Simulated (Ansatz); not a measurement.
## Geometry relaxation, with input and output: RuSi6 (part 1 of 3)

System: RuSi6 (slab, 7 atoms in the cell).
Method: DFT PBEsol, scalar-relativistic, plane waves, PAW, spin-polarised (Ansatz 0.2.0).

The structure derives from an entry of the Crystallography Open Database. The input holds or restrains some coordinates. Forces given for the steps count only the free coordinates. It belongs to a series of runs on one base structure; here: Ru put at a top Si site. Figures and captions count atoms from 1; the log counts them from 0 in places.

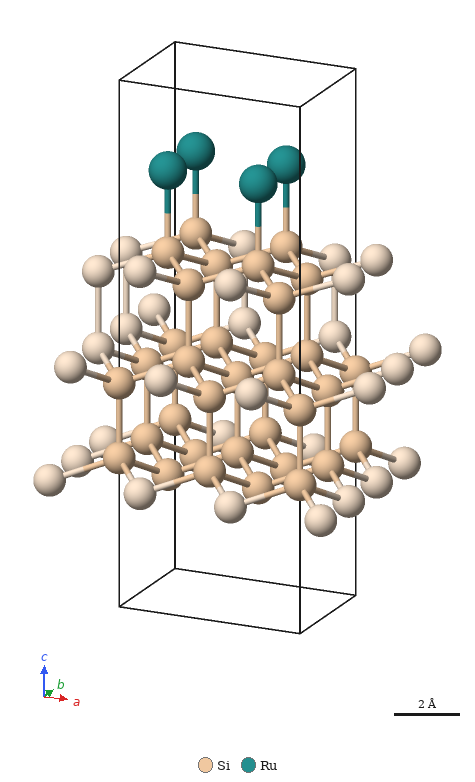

Fig. 1: The input geometry (ball-and-stick view of the 2 × 2 repeat of the cell, with the vacuum cut short, seen slightly off an axis; neighbours outside the cell are drawn fainter). An atom can appear more than once, as a periodic image.

## Input file
```yaml
crystal:
  lattice:
    - [3.8417168278, 0.0, 0.0]
    - [-1.9208584139, 3.327024367, 0.0]
    - [0.0, 0.0, 26.0576844733]
  atoms:
    - { symbol: Si, position: [0.3333333333, 0.6666666667, 0.3261993601] }
    - { symbol: Si, position: [0.0, 0.0, 0.3562936366] }
    - { symbol: Si, position: [0.0, 0.0, 0.4465764664] }
    - { symbol: Si, position: [0.6666666667, 0.3333333333, 0.4759187077] }
    - { symbol: Si, position: [0.6666666667, 0.3333333333, 0.5684832977] }
    - { symbol: Si, position: [0.3333333333, 0.6666666667, 0.5943515468] }
    - { symbol: Ru, position: [0.3333333333, 0.6666666667, 0.6933626467], spin: 4.0 }
basis:
  ecutwfc: 420
kpoints:
  mp_grid: { grid: [9, 9, 1] }
hamiltonian:
  xc: pbesol
scf:
  occupations: { method: gaussian, width: 0.05 }
output:
  forces: true
  eigenvalues: true
  populations: true
  write_density: true
  write_potential: true
  elf: true
  volumetric_format: npy
magnetization:
  spin_polarized: true
relax:
  adjacent_minimum: "off"
  f_tol: 0.03
  max_steps: 70
  constraints: [{ sites: [0, 1, 2] }]
efield:
  axis: 3
  dipole_correction: true
  ramp_width: 0.04
```

Run as:
```bash
ansatz run input.yaml --threads 1 --pin off --max-ram 2560MiB --backend cpu --events-out ev --progress --plain --runs-dir out
```

## Log
```
Engine: ansatz 0.2.0, x86_64-unknown-linux-gnu
Pseudopotentials: kind: paw
Pseudopotential: Si, paw, valence charge 4, recommended cutoff 420 eV (normal), Si.paw.azcp
Pseudopotential: Ru, paw, valence charge 16, recommended cutoff 420 eV (normal), Ru.paw.azcp
Functional definition: PBEsol
  exchange = pbesol_x
  correlation = pbesol_c
Crystal: 7 atoms, lattice volume = 333.056 Å³
Basis set: ecut = 420 eV, 6519 PW (Γ), exchange–correlation on 54×54×360 points (8 copies of the dense FFT grid, shifted against one another)
Bands: 29, of which v1, the nominal top of the filled ones, is band 20 counted from 1 (19 counted from 0)
Symmetry: 6 space group operations
k-points: 12 of 81 (time reversal used)
Non-local potential: Si, projectors of the file, l = 0: 2, l = 1: 2, l = 2: 2
Non-local potential: Ru, projectors of the file, l = 0: 3, l = 1: 2, l = 2: 2, l = 3: 1
PAW form: soft (Blöchl's): semilocal exchange-correlation on the pseudo side does not see the compensation charge
PAW frozen core: Si, regenerated for the run's functional, and the local potential with it (the file was generated under x = pbe(κ = 0.804, μ = 0.2195149727645171), c = pbe(β = 0.06672455060314922))
PAW frozen core: Ru, regenerated for the run's functional, and the local potential with it (the file was generated under x = pbe(κ = 0.804, μ = 0.2195149727645171), c = pbe(β = 0.06672455060314922))
PAW one-centre angular grid: Si, 110 points (default); XC on 64 Gauss nodes
PAW one-centre angular grid: Ru, 590 points (default); XC on 64 Gauss nodes
Initial density: superposition of atomic densities (neutral atoms: chi_scale 0, normalization atom)
Starting moments: Σ|m| = 4 μB on 1 of 7 sites
Initial wavefunctions: pseudopotential atomic-orbital guess
Functional: x = pbesol(κ = 0.804, μ = 0.12345679012345678), c = pbesol(β = 0.046)
SCF iter   1: F=—  HF=-9539.582637 eV  |F-HF|=—  |Δ(HF+E_count)|=         —  Δρ=1.93e-2 (↑1.82e-2 ↓1.93e-2)  dr2=2.81e1  dr2_m=8.01e-2  M=3.369 μB ∫|m|=3.432 μB  β_m=1.00  ethr=3.10e-3  p=-0.000 e·Å  D=-2.59e-7 V/Å  ΔV_dip=0.00 eV  dr2_dipole=1.30e1  V_vac-E_F(+/−)=6.11/6.11 eV  ⟨swp⟩=9.5  Hψ=4331  notcnv=0
Mixer restart at iter 1: flushing history
efield: sawtooth ramp at fractional position 0.9898 (placed from the atoms, in the widest stretch of the axis that holds none; the zero of the levels goes with the place), width 0.0400; the density the first Hamiltonian is built on has a dipole p = -0.000 e·Å; the dipole correction subtracts the counter field D = -2.59e-7 V/Å, which shifts the + side's vacuum level by +0.00 eV against the − side's; the planar-averaged density in the ramp window peaks in size at 5.3e-7 e/Å³
preconditioner: auto → LDOS  [metal: Δε(μ)=0.018 eV  Ē_g=6.686 eV  σ=0.050 eV  W_gap=0.19  n_scr=32 (ndim 8)  ℏωp=11.5 eV  f_vac=0.471  D(μ)=8.80/eV (n_scr^D=72)]
spin=Collinear: LDOS preconditioning applied to the charge; magnetization (m = ρ↑ − ρ↓) channel mixes plain (no charge-response kernel on spin).
SCF iter   2: F=—  HF=-9539.077301 eV  |F-HF|=—  |Δ(HF+E_count)|=   5.05e-1  Δρ=1.22e-2 (↑1.22e-2 ↓1.16e-2)  dr2=1.29e1  dr2_m=5.84e-3  M=3.050 μB ∫|m|=3.182 μB  β_m=0.54  ethr=3.10e-3  p=0.029 e·Å  D=1.57e-2 V/Å  ΔV_dip=-0.41 eV  dr2_dipole=5.37e0  V_vac-E_F(+/−)=5.56/5.97 eV  ⟨swp⟩=2.0  Hψ=1132  notcnv=0  defer=25
density mixer auto → msr1: a metal under ldos (density of states about μ 1.27 of a free-electron gas's, 32 screened modes)
SCF iter   3: F=—  HF=-9538.546427 eV  |F-HF|=—  |Δ(HF+E_count)|=   5.31e-1  Δρ=6.06e-3 (↑5.39e-3 ↓6.06e-3)  dr2=9.11e-1  dr2_m=7.55e-2  M=2.269 μB ∫|m|=2.936 μB  β_m=0.73  ethr=3.10e-3  p=0.096 e·Å  D=5.22e-2 V/Å  ΔV_dip=-1.36 eV  dr2_dipole=3.62e-1  V_vac-E_F(+/−)=4.22/5.58 eV  ⟨swp⟩=3.2  Hψ=1254  notcnv=0  defer=54
SCF iter   4: F=—  HF=-9538.640475 eV  |F-HF|=—  |Δ(HF+E_count)|=   9.40e-2  Δρ=2.53e-3 (↑2.44e-3 ↓2.53e-3)  dr2=3.24e-1  dr2_m=1.14e-2  M=2.104 μB ∫|m|=2.993 μB  β_m=0.87  ethr=2.28e-3  p=0.075 e·Å  D=4.06e-2 V/Å  ΔV_dip=-1.06 eV  dr2_dipole=8.78e-2  V_vac-E_F(+/−)=4.29/5.34 eV  ⟨swp⟩=2.2  Hψ=973  notcnv=0  defer=49
SCF iter   5: F=—  HF=-9538.664949 eV  |F-HF|=—  |Δ(HF+E_count)|=   2.45e-2  Δρ=2.02e-3 (↑2.02e-3 ↓1.33e-3)  dr2=1.00e-1  dr2_m=6.80e-3  M=1.721 μB ∫|m|=3.145 μB  β_m=0.93  ethr=8.09e-4  p=0.060 e·Å  D=3.24e-2 V/Å  ΔV_dip=-0.84 eV  dr2_dipole=6.64e-2  V_vac-E_F(+/−)=4.11/4.96 eV  ⟨swp⟩=2.3  Hψ=895  notcnv=0  defer=53
SCF iter   6: F=—  HF=-9538.691971 eV  |F-HF|=—  |Δ(HF+E_count)|=         —  Δρ=5.86e-4 (↑5.56e-4 ↓5.86e-4)  dr2=4.32e-2  dr2_m=2.78e-4  M=1.512 μB ∫|m|=3.235 μB  β_m=0.93  ethr=2.50e-4  p=0.045 e·Å  D=2.42e-2 V/Å  ΔV_dip=-0.63 eV  dr2_dipole=3.04e-2  V_vac-E_F(+/−)=4.11/4.74 eV  ⟨swp⟩=3.2  Hψ=1268  notcnv=0  defer=53
SCF iter   7: F=—  HF=-9538.692710 eV  |F-HF|=—  |Δ(HF+E_count)|=   7.39e-4  Δρ=3.59e-4 (↑3.00e-4 ↓3.59e-4)  dr2=2.37e-2  dr2_m=1.36e-4  M=1.509 μB ∫|m|=3.262 μB  β_m=0.81  ethr=1.08e-4  p=0.043 e·Å  D=2.32e-2 V/Å  ΔV_dip=-0.60 eV  dr2_dipole=1.64e-2  V_vac-E_F(+/−)=4.11/4.72 eV  ⟨swp⟩=1.2  Hψ=743  notcnv=0  defer=51
SCF iter   8: F=—  HF=-9538.692552 eV  |F-HF|=—  |Δ(HF+E_count)|=   1.58e-4  Δρ=3.15e-4 (↑2.09e-4 ↓3.15e-4)  dr2=1.64e-2  dr2_m=4.98e-5  M=1.513 μB ∫|m|=3.260 μB  β_m=0.68  ethr=5.93e-5  p=0.040 e·Å  D=2.19e-2 V/Å  ΔV_dip=-0.57 eV  dr2_dipole=1.01e-2  V_vac-E_F(+/−)=4.15/4.72 eV  ⟨swp⟩=1.0  Hψ=697  notcnv=0  defer=51
SCF iter   9: F=—  HF=-9538.692311 eV  |F-HF|=—  |Δ(HF+E_count)|=   2.40e-4  Δρ=2.17e-4 (↑1.54e-4 ↓2.17e-4)  dr2=9.78e-3  dr2_m=2.51e-5  M=1.513 μB ∫|m|=3.265 μB  β_m=0.62  ethr=4.10e-5  p=0.039 e·Å  D=2.13e-2 V/Å  ΔV_dip=-0.56 eV  dr2_dipole=6.38e-3  V_vac-E_F(+/−)=4.17/4.72 eV  ⟨swp⟩=1.0  Hψ=704  notcnv=0  defer=51
SCF iter  10: F=—  HF=-9538.692122 eV  |F-HF|=—  |Δ(HF+E_count)|=   1.89e-4  Δρ=1.80e-4 (↑1.44e-4 ↓1.80e-4)  dr2=1.18e-3  dr2_m=6.06e-5  M=1.514 μB ∫|m|=3.280 μB  β_m=0.65  ethr=2.44e-5  p=0.036 e·Å  D=1.98e-2 V/Å  ΔV_dip=-0.51 eV  dr2_dipole=6.96e-4  V_vac-E_F(+/−)=4.19/4.70 eV  ⟨swp⟩=1.0  Hψ=712  notcnv=0  defer=51
SCF iter  11: F=—  HF=-9538.692223 eV  |F-HF|=—  |Δ(HF+E_count)|=   1.00e-4  Δρ=5.95e-5 (↑5.07e-5 ↓5.95e-5)  dr2=5.92e-5  dr2_m=5.69e-6  M=1.517 μB ∫|m|=3.283 μB  β_m=0.68  ethr=2.96e-6  p=0.036 e·Å  D=1.94e-2 V/Å  ΔV_dip=-0.50 eV  dr2_dipole=2.13e-6  V_vac-E_F(+/−)=4.20/4.71 eV  ⟨swp⟩=1.9  Hψ=855  notcnv=0  defer=51
SCF iter  12: F=—  HF=-9538.692253 eV  |F-HF|=—  |Δ(HF+E_count)|=   3.06e-5  Δρ=3.37e-5 (↑2.67e-5 ↓3.37e-5)  dr2=2.64e-5  dr2_m=1.80e-6  M=1.518 μB ∫|m|=3.281 μB  β_m=0.64  ethr=1.48e-7  p=0.036 e·Å  D=1.98e-2 V/Å  ΔV_dip=-0.52 eV  dr2_dipole=1.09e-5  V_vac-E_F(+/−)=4.20/4.71 eV  ⟨swp⟩=2.2  Hψ=1048  notcnv=0  defer=47
SCF iter  13: F=-9538.692256 eV  HF=-9538.692256 eV  |F-HF|=4.54e-7  |Δ(HF+E_count)|=   2.79e-6  Δρ=1.09e-5 (↑9.27e-6 ↓1.09e-5)  dr2=1.68e-6  dr2_m=2.12e-7  M=1.517 μB ∫|m|=3.283 μB  ethr=5.63e-8  p=0.036 e·Å  D=1.97e-2 V/Å  ΔV_dip=-0.51 eV  dr2_dipole=1.15e-7  V_vac-E_F(+/−)=4.20/4.71 eV  ⟨swp⟩=21.6  Hψ=6769  notcnv=0
SCF 1 converged in 13 iterations: F = -9538.692256 eV  dr2 = 1.68e-6
  greatest PAW one-centre occupation: 1.002 electrons in one spin orbital (limit 2), on the Ru atom at site 6 (counted from 0), in its partial waves of l = 0
relax step   1: F+E_penalty+E_count = -9538.69225569 eV  Δ(F+E_penalty+E_count) = +0.000e0 eV  max|allowed force component| = 2.100e0 eV/Å  Δτ_max = 0.0000 Å  (13 SCF iters, dr2 threshold 2.25e-5 eV, accepted)
Initial density: handed on by an earlier stage of this run
Starting moments: Σ|m| = 4 μB on 1 of 7 sites; this step starts from the density that it was given
Initial wavefunctions: those handed on with the density
iter 1 solved again at ethr=5.95e-4 eV; its pass at ethr=3.10e-3 eV (dr2=2.38e-1 eV) is discarded
SCF iter   1: F=—  HF=-9538.948290 eV  |F-HF|=—  |Δ(HF+E_count)|=         —  Δρ=1.22e-2 (↑1.22e-2 ↓1.03e-2)  dr2=2.38e-1  dr2_m=3.45e-1  M=1.395 μB ∫|m|=3.012 μB  β_m=1.00  ethr=5.95e-4  p=0.036 e·Å  D=1.97e-2 V/Å  ΔV_dip=-0.51 eV  dr2_dipole=3.89e-3  V_vac-E_F(+/−)=4.20/4.72 eV  ⟨swp⟩=1.2  Hψ=2980  notcnv=0  defer=56
efield: sawtooth ramp at fractional position 0.9898 (handed on by an earlier solve), width 0.0400; the density the first Hamiltonian is built on has a dipole p = 0.036 e·Å; the dipole correction subtracts the counter field D = 1.97e-2 V/Å, which shifts the + side's vacuum level by -0.51 eV against the − side's; the planar-averaged density in the ramp window peaks in size at 8.9e-7 e/Å³
preconditioner: auto → LDOS  [metal: Δε(μ)=0.010 eV  Ē_g=6.464 eV  σ=0.050 eV  W_gap=0.11  n_scr=32 (ndim 8)  ℏωp=11.5 eV  f_vac=0.487  D(μ)=5.55/eV (n_scr^D=14)]
spin=Collinear: LDOS preconditioning applied to the charge; magnetization (m = ρ↑ − ρ↓) channel mixes plain (no charge-response kernel on spin).
SCF iter   2: F=—  HF=-9539.079129 eV  |F-HF|=—  |Δ(HF+E_count)|=   1.31e-1  Δρ=3.30e-3 (↑3.30e-3 ↓2.43e-3)  dr2=8.59e-2  dr2_m=6.76e-3  M=1.293 μB ∫|m|=2.903 μB  β_m=0.33  ethr=5.95e-4  p=0.039 e·Å  D=2.11e-2 V/Å  ΔV_dip=-0.55 eV  dr2_dipole=5.67e-3  V_vac-E_F(+/−)=4.14/4.69 eV  ⟨swp⟩=2.2  Hψ=1276  notcnv=0  defer=56
density mixer auto → msr1: a metal under ldos (density of states about μ 1.24 of a free-electron gas's, 32 screened modes)
SCF iter   3: F=—  HF=-9539.064285 eV  |F-HF|=—  |Δ(HF+E_count)|=   1.48e-2  Δρ=1.75e-3 (↑1.75e-3 ↓1.70e-3)  dr2=3.30e-2  dr2_m=3.15e-3  M=1.277 μB ∫|m|=2.885 μB  β_m=0.58  ethr=2.15e-4  p=0.039 e·Å  D=2.12e-2 V/Å  ΔV_dip=-0.55 eV  dr2_dipole=4.29e-3  V_vac-E_F(+/−)=4.14/4.69 eV  ⟨swp⟩=2.0  Hψ=746  notcnv=0  defer=56
SCF iter   4: F=—  HF=-9539.061335 eV  |F-HF|=—  |Δ(HF+E_count)|=   2.95e-3  Δρ=3.93e-4 (↑3.93e-4 ↓2.09e-4)  dr2=1.98e-3  dr2_m=1.71e-4  M=1.275 μB ∫|m|=2.882 μB  β_m=0.75  ethr=8.26e-5  p=0.037 e·Å  D=2.01e-2 V/Å  ΔV_dip=-0.52 eV  dr2_dipole=5.65e-4  V_vac-E_F(+/−)=4.17/4.69 eV  ⟨swp⟩=2.4  Hψ=966  notcnv=0  defer=56
SCF iter   5: F=—  HF=-9539.061595 eV  |F-HF|=—  |Δ(HF+E_count)|=   2.59e-4  Δρ=1.18e-4 (↑1.18e-4 ↓1.16e-4)  dr2=1.70e-4  dr2_m=3.08e-5  M=1.261 μB ∫|m|=2.866 μB  β_m=0.77  ethr=4.94e-6  p=0.036 e·Å  D=1.96e-2 V/Å  ΔV_dip=-0.51 eV  dr2_dipole=1.48e-5  V_vac-E_F(+/−)=4.19/4.70 eV  ⟨swp⟩=2.0  Hψ=908  notcnv=0  defer=56
SCF iter   6: F=-9539.061483 eV  HF=-9539.061582 eV  |F-HF|=9.90e-5  |Δ(HF+E_count)|=   1.23e-5  Δρ=4.21e-5 (↑4.21e-5 ↓3.61e-5)  dr2=7.63e-5  dr2_m=1.37e-6  M=1.261 μB ∫|m|=2.867 μB  ethr=2.50e-7  p=0.036 e·Å  D=1.98e-2 V/Å  ΔV_dip=-0.51 eV  dr2_dipole=3.09e-5  V_vac-E_F(+/−)=4.18/4.70 eV  ⟨swp⟩=19.6  Hψ=7468  notcnv=0
SCF 2 converged in 6 iterations: F = -9539.061483 eV  dr2 = 7.63e-5
[... from here on the iterations of each SCF are left out, up to the last one ...]
relax step   2: F+E_penalty+E_count = -9539.06148317 eV  Δ(F+E_penalty+E_count) = -3.692e-1 eV  max|allowed force component| = 1.080e0 eV/Å  Δτ_max = 0.1936 Å  (6 SCF iters, dr2 threshold 1.00e-4 eV, accepted)
efield: sawtooth ramp at fractional position 0.9898 (handed on by an earlier solve), width 0.0400; the density the first Hamiltonian is built on has a dipole p = 0.036 e·Å; the dipole correction subtracts the counter field D = 1.98e-2 V/Å, which shifts the + side's vacuum level by -0.51 eV against the − side's; the planar-averaged density in the ramp window peaks in size at 7.0e-7 e/Å³
preconditioner: auto → LDOS  [metal: Δε(μ)=0.021 eV  Ē_g=6.440 eV  σ=0.050 eV  W_gap=0.23  n_scr=32 (ndim 8)  ℏωp=11.5 eV  f_vac=0.489  D(μ)=6.79/eV (n_scr^D=32)]
spin=Collinear: LDOS preconditioning applied to the charge; magnetization (m = ρ↑ − ρ↓) channel mixes plain (no charge-response kernel on spin).
density mixer auto → msr1: a metal under ldos (density of states about μ 1.26 of a free-electron gas's, 32 screened modes)
SCF 3 converged in 6 iterations: F = -9539.086546 eV  dr2 = 4.84e-6
```
